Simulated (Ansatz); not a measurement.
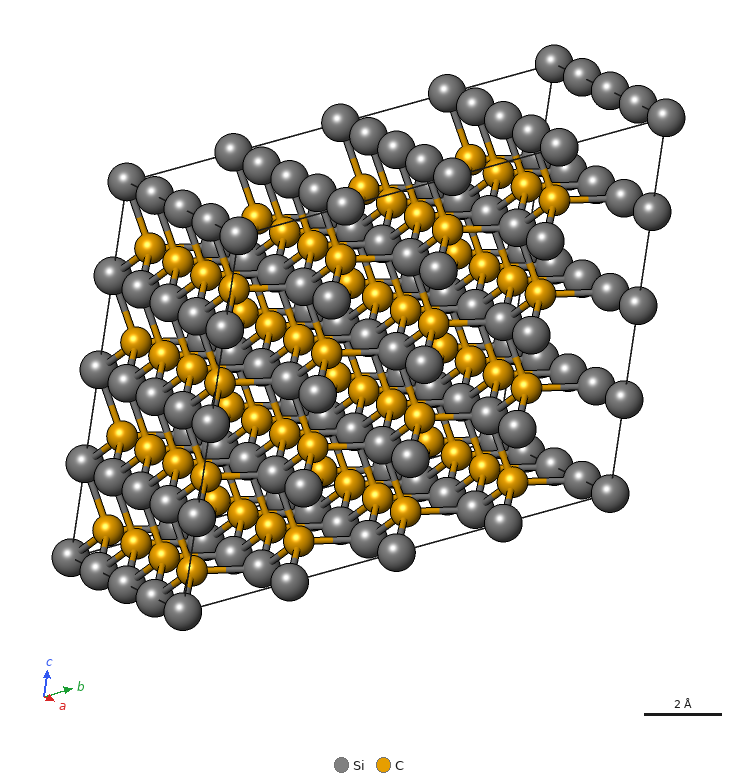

The input geometry (ball-and-stick view of the cell of the calculation, seen slightly off an axis).

# Si₆₄C₆₄: single-point calculation (part 1 of 2)

- system: Si₆₄C₆₄ (F-43m, 128 atoms in the cell)
- method: DFT, PBEsol, PAW, plane waves (Ansatz 0.2.0)

The structure was built on a prototype by a generator.

The input:
```yaml
crystal:
  lattice:
    - [0.000000, 8.713706, 8.713706]
    - [8.713706, 0.000000, 8.713706]
    - [8.713706, 8.713706, 0.000000]
  atoms:
    - { symbol: Si, position: [0.000000, 0.000000, 0.000000] }
    - { symbol: Si, position: [0.500000, 0.000000, 0.000000] }
    - { symbol: Si, position: [0.000000, 0.500000, 0.000000] }
    - { symbol: Si, position: [0.000000, 0.000000, 0.500000] }
    - { symbol: Si, position: [0.250000, 0.250000, 0.250000] }
    - { symbol: Si, position: [0.500000, 0.500000, 0.000000] }
    - { symbol: Si, position: [0.500000, 0.000000, 0.500000] }
    - { symbol: Si, position: [0.750000, 0.250000, 0.250000] }
    - { symbol: Si, position: [0.000000, 0.500000, 0.500000] }
    - { symbol: Si, position: [0.250000, 0.750000, 0.250000] }
    - { symbol: Si, position: [0.250000, 0.250000, 0.750000] }
    - { symbol: Si, position: [0.500000, 0.500000, 0.500000] }
    - { symbol: Si, position: [0.750000, 0.750000, 0.250000] }
    - { symbol: Si, position: [0.750000, 0.250000, 0.750000] }
    - { symbol: Si, position: [0.250000, 0.750000, 0.750000] }
    - { symbol: Si, position: [0.750000, 0.750000, 0.750000] }
    - { symbol: Si, position: [0.000000, 0.000000, 0.250000] }
    - { symbol: Si, position: [0.250000, 0.250000, 0.000000] }
    - { symbol: Si, position: [0.500000, 0.000000, 0.250000] }
    - { symbol: Si, position: [0.750000, 0.250000, 0.000000] }
    - { symbol: Si, position: [0.000000, 0.500000, 0.250000] }
    - { symbol: Si, position: [0.250000, 0.750000, 0.000000] }
    - { symbol: Si, position: [0.000000, 0.000000, 0.750000] }
    - { symbol: Si, position: [0.250000, 0.250000, 0.500000] }
    - { symbol: Si, position: [0.500000, 0.500000, 0.250000] }
    - { symbol: Si, position: [0.750000, 0.750000, 0.000000] }
    - { symbol: Si, position: [0.500000, 0.000000, 0.750000] }
    - { symbol: Si, position: [0.750000, 0.250000, 0.500000] }
    - { symbol: Si, position: [0.000000, 0.500000, 0.750000] }
    - { symbol: Si, position: [0.250000, 0.750000, 0.500000] }
    - { symbol: Si, position: [0.500000, 0.500000, 0.750000] }
    - { symbol: Si, position: [0.750000, 0.750000, 0.500000] }
    - { symbol: Si, position: [0.000000, 0.250000, 0.000000] }
    - { symbol: Si, position: [0.250000, 0.000000, 0.250000] }
    - { symbol: Si, position: [0.500000, 0.250000, 0.000000] }
    - { symbol: Si, position: [0.750000, 0.000000, 0.250000] }
    - { symbol: Si, position: [0.000000, 0.750000, 0.000000] }
    - { symbol: Si, position: [0.000000, 0.250000, 0.500000] }
    - { symbol: Si, position: [0.250000, 0.500000, 0.250000] }
    - { symbol: Si, position: [0.500000, 0.750000, 0.000000] }
    - { symbol: Si, position: [0.250000, 0.000000, 0.750000] }
    - { symbol: Si, position: [0.500000, 0.250000, 0.500000] }
    - { symbol: Si, position: [0.750000, 0.500000, 0.250000] }
    - { symbol: Si, position: [0.750000, 0.000000, 0.750000] }
    - { symbol: Si, position: [0.000000, 0.750000, 0.500000] }
    - { symbol: Si, position: [0.250000, 0.500000, 0.750000] }
    - { symbol: Si, position: [0.500000, 0.750000, 0.500000] }
    - { symbol: Si, position: [0.750000, 0.500000, 0.750000] }
    - { symbol: Si, position: [0.250000, 0.000000, 0.000000] }
    - { symbol: Si, position: [0.750000, 0.000000, 0.000000] }
    - { symbol: Si, position: [0.000000, 0.250000, 0.250000] }
    - { symbol: Si, position: [0.250000, 0.500000, 0.000000] }
    - { symbol: Si, position: [0.250000, 0.000000, 0.500000] }
    - { symbol: Si, position: [0.500000, 0.250000, 0.250000] }
    - { symbol: Si, position: [0.750000, 0.500000, 0.000000] }
    - { symbol: Si, position: [0.750000, 0.000000, 0.500000] }
    - { symbol: Si, position: [0.000000, 0.750000, 0.250000] }
    - { symbol: Si, position: [0.000000, 0.250000, 0.750000] }
    - { symbol: Si, position: [0.250000, 0.500000, 0.500000] }
    - { symbol: Si, position: [0.500000, 0.750000, 0.250000] }
    - { symbol: Si, position: [0.500000, 0.250000, 0.750000] }
    - { symbol: Si, position: [0.750000, 0.500000, 0.500000] }
    - { symbol: Si, position: [0.000000, 0.750000, 0.750000] }
    - { symbol: Si, position: [0.500000, 0.750000, 0.750000] }
    - { symbol: C, position: [0.062500, 0.062500, 0.062500] }
    - { symbol: C, position: [0.562500, 0.062500, 0.062500] }
    - { symbol: C, position: [0.062500, 0.562500, 0.062500] }
    - { symbol: C, position: [0.062500, 0.062500, 0.562500] }
    - { symbol: C, position: [0.312500, 0.312500, 0.312500] }
    - { symbol: C, position: [0.562500, 0.562500, 0.062500] }
    - { symbol: C, position: [0.562500, 0.062500, 0.562500] }
    - { symbol: C, position: [0.812500, 0.312500, 0.312500] }
    - { symbol: C, position: [0.062500, 0.562500, 0.562500] }
    - { symbol: C, position: [0.312500, 0.812500, 0.312500] }
    - { symbol: C, position: [0.312500, 0.312500, 0.812500] }
    - { symbol: C, position: [0.562500, 0.562500, 0.562500] }
    - { symbol: C, position: [0.812500, 0.812500, 0.312500] }
    - { symbol: C, position: [0.812500, 0.312500, 0.812500] }
    - { symbol: C, position: [0.312500, 0.812500, 0.812500] }
    - { symbol: C, position: [0.812500, 0.812500, 0.812500] }
    - { symbol: C, position: [0.062500, 0.062500, 0.312500] }
    - { symbol: C, position: [0.312500, 0.312500, 0.062500] }
    - { symbol: C, position: [0.562500, 0.062500, 0.312500] }
    - { symbol: C, position: [0.812500, 0.312500, 0.062500] }
    - { symbol: C, position: [0.062500, 0.562500, 0.312500] }
    - { symbol: C, position: [0.312500, 0.812500, 0.062500] }
    - { symbol: C, position: [0.062500, 0.062500, 0.812500] }
    - { symbol: C, position: [0.312500, 0.312500, 0.562500] }
    - { symbol: C, position: [0.562500, 0.562500, 0.312500] }
    - { symbol: C, position: [0.812500, 0.812500, 0.062500] }
    - { symbol: C, position: [0.562500, 0.062500, 0.812500] }
    - { symbol: C, position: [0.812500, 0.312500, 0.562500] }
    - { symbol: C, position: [0.062500, 0.562500, 0.812500] }
    - { symbol: C, position: [0.312500, 0.812500, 0.562500] }
    - { symbol: C, position: [0.562500, 0.562500, 0.812500] }
    - { symbol: C, position: [0.812500, 0.812500, 0.562500] }
    - { symbol: C, position: [0.062500, 0.312500, 0.062500] }
    - { symbol: C, position: [0.312500, 0.062500, 0.312500] }
    - { symbol: C, position: [0.562500, 0.312500, 0.062500] }
    - { symbol: C, position: [0.812500, 0.062500, 0.312500] }
    - { symbol: C, position: [0.062500, 0.812500, 0.062500] }
    - { symbol: C, position: [0.062500, 0.312500, 0.562500] }
    - { symbol: C, position: [0.312500, 0.562500, 0.312500] }
    - { symbol: C, position: [0.562500, 0.812500, 0.062500] }
    - { symbol: C, position: [0.312500, 0.062500, 0.812500] }
    - { symbol: C, position: [0.562500, 0.312500, 0.562500] }
    - { symbol: C, position: [0.812500, 0.562500, 0.312500] }
    - { symbol: C, position: [0.812500, 0.062500, 0.812500] }
    - { symbol: C, position: [0.062500, 0.812500, 0.562500] }
    - { symbol: C, position: [0.312500, 0.562500, 0.812500] }
    - { symbol: C, position: [0.562500, 0.812500, 0.562500] }
    - { symbol: C, position: [0.812500, 0.562500, 0.812500] }
    - { symbol: C, position: [0.312500, 0.062500, 0.062500] }
    - { symbol: C, position: [0.812500, 0.062500, 0.062500] }
    - { symbol: C, position: [0.062500, 0.312500, 0.312500] }
    - { symbol: C, position: [0.312500, 0.562500, 0.062500] }
    - { symbol: C, position: [0.312500, 0.062500, 0.562500] }
    - { symbol: C, position: [0.562500, 0.312500, 0.312500] }
    - { symbol: C, position: [0.812500, 0.562500, 0.062500] }
    - { symbol: C, position: [0.812500, 0.062500, 0.562500] }
    - { symbol: C, position: [0.062500, 0.812500, 0.312500] }
    - { symbol: C, position: [0.062500, 0.312500, 0.812500] }
    - { symbol: C, position: [0.312500, 0.562500, 0.562500] }
    - { symbol: C, position: [0.562500, 0.812500, 0.312500] }
    - { symbol: C, position: [0.562500, 0.312500, 0.812500] }
    - { symbol: C, position: [0.812500, 0.562500, 0.562500] }
    - { symbol: C, position: [0.062500, 0.812500, 0.812500] }
    - { symbol: C, position: [0.562500, 0.812500, 0.812500] }
kpoints:
  mp_grid: { grid: [1, 1, 1] }
hamiltonian:
  xc: pbesol
scf:
  occupations: { method: fermi_dirac, width: 0.01 }
output:
  forces: true
  eigenvalues: true
  stress: true
  populations: true
  eigenstates: { kpoints: [[0, 0, 0]], e_range: [-6.0, 6.0], localisation: true }
```

Run on 8 CPU threads, shared host.

Log:
```
Pseudopotentials: kind: paw
Functional definition: PBEsol
  exchange = pbesol_x
  correlation = pbesol_c
Crystal: 128 atoms, lattice volume = 1323.240 Å³
Basis set: ecut = 420 eV, 25893 PW (Γ), exchange–correlation on 180×180×180 points (8 copies of the dense FFT grid, shifted against one another)
Bands: 384, of which v1, the nominal top of the filled ones, is band 256 counted from 1 (255 counted from 0)
Symmetry: 1536 space group operations
Space group: F-43m (ITA 216), of the structure as read, at distance tolerance 1.1e-4 Å
k-points: 1
Non-local potential: Si, projectors of the file, l = 0: 2, l = 1: 2, l = 2: 2
Non-local potential: C, projectors of the file, l = 0: 2, l = 1: 2, l = 2: 1
PAW form: soft (Blöchl's): semilocal exchange-correlation on the pseudo side does not see the compensation charge
PAW frozen core: Si, regenerated for the run's functional, and the local potential with it (the file was generated under x = pbe(κ = 0.804, μ = 0.2195149727645171), c = pbe(β = 0.06672455060314922))
PAW frozen core: C, regenerated for the run's functional, and the local potential with it (the file was generated under x = pbe(κ = 0.804, μ = 0.2195149727645171), c = pbe(β = 0.06672455060314922))
PAW one-centre angular grid: Si, 110 points (default); XC on 64 Gauss nodes
PAW one-centre angular grid: C, 110 points (default); XC on 64 Gauss nodes
Initial density: superposition of atomic densities (neutral atoms: chi_scale 0, normalization atom), corrected by the library's trained network
Initial wavefunctions: pseudopotential atomic-orbital guess
Functional: x = pbesol(κ = 0.804, μ = 0.12345679012345678), c = pbesol(β = 0.046)
SCF iter   1: F=—  HF=-55588.874111 eV  |F-HF|=—  |Δ(HF+E_count)|=         —  Δρ=4.21e-3  dr2=2.54e-1  ethr=1.77e-3  ⟨swp⟩=6.0  Hψ=1749  notcnv=0  defer=24
preconditioner: auto → Resta (q_TF=auto, 2.329 Å⁻¹)  ε∞=4.8  [insulator: Δε(μ)=1.137 eV  Ē_g=11.817 eV  σ=0.010 eV  W_gap=1.00  n_scr=282 (ndim 8)  ℏωp=23.1 eV  f_vac=0.000  D(μ)=0.00/eV (n_scr^D=0)  ε∞_Penn≈4.8]
SCF iter   2: F=—  HF=-55588.814649 eV  |F-HF|=—  |Δ(HF+E_count)|=   5.95e-2  Δρ=1.20e-3  dr2=1.63e-2  ethr=4.97e-5  ⟨swp⟩=2.0  Hψ=593  notcnv=0  defer=117
SCF iter   3: F=—  HF=-55588.813434 eV  |F-HF|=—  |Δ(HF+E_count)|=   1.22e-3  Δρ=4.08e-4  dr2=1.42e-3  ethr=3.19e-6  ⟨swp⟩=2.0  Hψ=508  notcnv=0  defer=120
SCF iter   4: F=—  HF=-55588.813505 eV  |F-HF|=—  |Δ(HF+E_count)|=   7.14e-5  Δρ=3.99e-5  dr2=1.37e-5  ethr=2.78e-7  ⟨swp⟩=3.0  Hψ=520  notcnv=0  defer=120
SCF iter   5: F=—  HF=-55588.814652 eV  |F-HF|=—  |Δ(HF+E_count)|=   1.15e-3  Δρ=7.42e-6  dr2=7.21e-7  ethr=2.68e-9  ⟨swp⟩=3.0  Hψ=625  notcnv=0  defer=120
SCF iter   6: F=-55588.814653 eV  HF=-55588.814653 eV  |F-HF|=6.26e-10  |Δ(HF+E_count)|=   4.12e-7  Δρ=8.05e-7  dr2=6.19e-9  ethr=1.95e-11  ⟨swp⟩=13.0  Hψ=2177  notcnv=0
SCF 1 converged in 6 iterations: F = -55588.814653 eV  dr2 = 6.19e-9
  greatest PAW one-centre occupation: 0.637 electrons in one spin orbital (limit 2), on the C atom at site 127 (counted from 0), in its partial waves of l = 0
NSCF: frozen V_eff on 1 k-points
SCF converged after 6 iterations
Free energy (F): -55588.814653 eV
Harris-Foulkes:  -55588.814653 eV  (|F-HF|=6.26e-10)
Internal energy: -55588.814653 eV  (E = F + TS)
E sigma→0 (E₀):  -55588.814653 eV
Fermi energy:    10.082760 eV
--- Per-component energies (eV) ---
  E_band       = 1829.653496
  E_kinetic    = 8697.501179
  E_local      = -6677.359262  (includes V_loc(G=0)·N_el)
  E_nonlocal   = 3317.799752
  E_hartree    = 2040.358976
  E_xc         = -6696.153365
  E_vxc        = -6986.675389  (∫ρ·V_xc dr)
  E_paw        = -38043.372765  (= ΣΔE_a)
  E_vpaw       = -602.327605  (= ΣTr[D̂ρ^β])
  E_aug_tail   = 0.000725  (compensation charges beyond the density's cutoff)
  E_ewald      = -18230.960207
  E_core_change = 3.370314  (= ΣΔE_core)
  E_smearing   = -0.000000  (= −TS)
  E_closure    = -0.000000  (closes the sum)
  Σ components = -55588.814653   (vs F -55588.814653, Δ=0.00e0)
```
